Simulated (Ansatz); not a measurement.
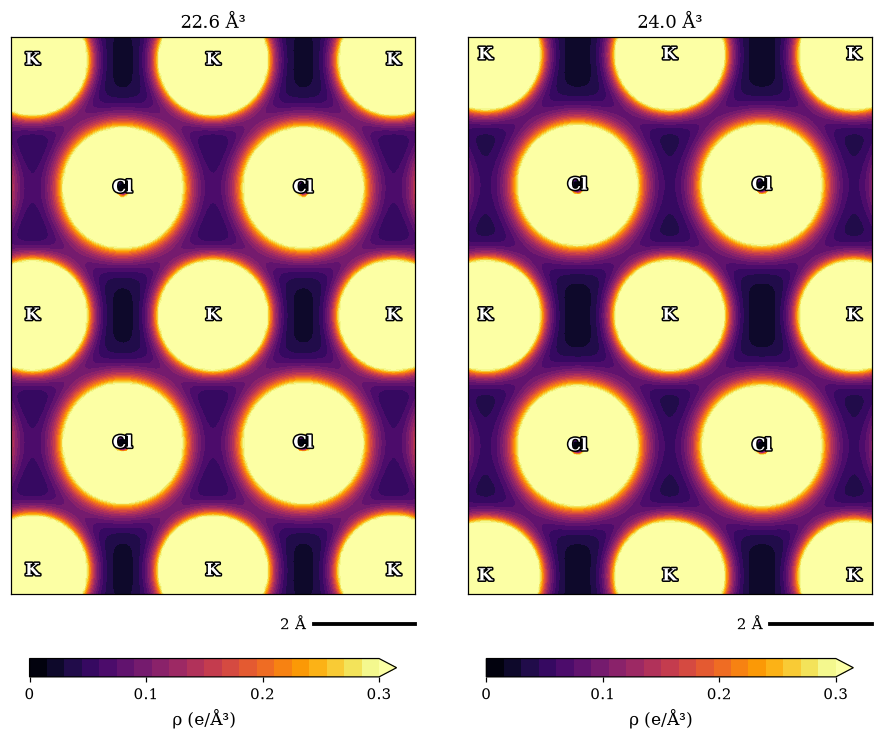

KCl. The valence charge density (pseudo) of cells scaled evenly to different volumes (given per atom above each panel), on the (101̄) plane of each (indices in the axes of the cell below), at one length scale and on one colour scale.

Theory: DFT, PBEsol, PAW with Ansatz's default frozen-core files, scalar-relativistic (Ansatz 0.2.0).

In a PAW calculation such maps are meaningful between the atoms, not at the nuclei.

The largest cell:

```yaml
crystal:
  lattice:
    - [3.63400, 0.00000, 0.00000]
    - [0.00000, 3.63400, 0.00000]
    - [0.00000, 0.00000, 3.63400]
  atoms:
    - { symbol: K, position: [0.00000, 0.00000, 0.00000] }
    - { symbol: Cl, position: [0.50000, 0.50000, 0.50000] }
```

| volume (Å³/atom) | K–Cl contact in the plane (Å) | ρ at its midpoint (e/Å³) | pressure (GPa) | gap on the mesh (eV) | 
| --- | --- | --- | --- | --- |
| 22.56 | 3.083 | 0.105 | 4.6 | 5.75 | 
| 23.04 | 3.105 | ? | ? | ? | 
| 24.00 | 3.147 | 0.093 | 2.3 | 5.40 | 

Estimate the missing row, and compare with the calculation.

Over the known rows ln ρ falls by 1.90 per Å of K–Cl distance (the line through the two), which gives 0.101 e/Å³ at 3.105 Å; the calculation gives 0.101 e/Å³. For the pressure, a straight line in volume between the neighbouring rows gives 3.8 GPa; the calculation gives 3.7. For the gap on the mesh, a straight line in volume between the neighbouring rows gives 5.63 eV; the calculation gives 5.63.
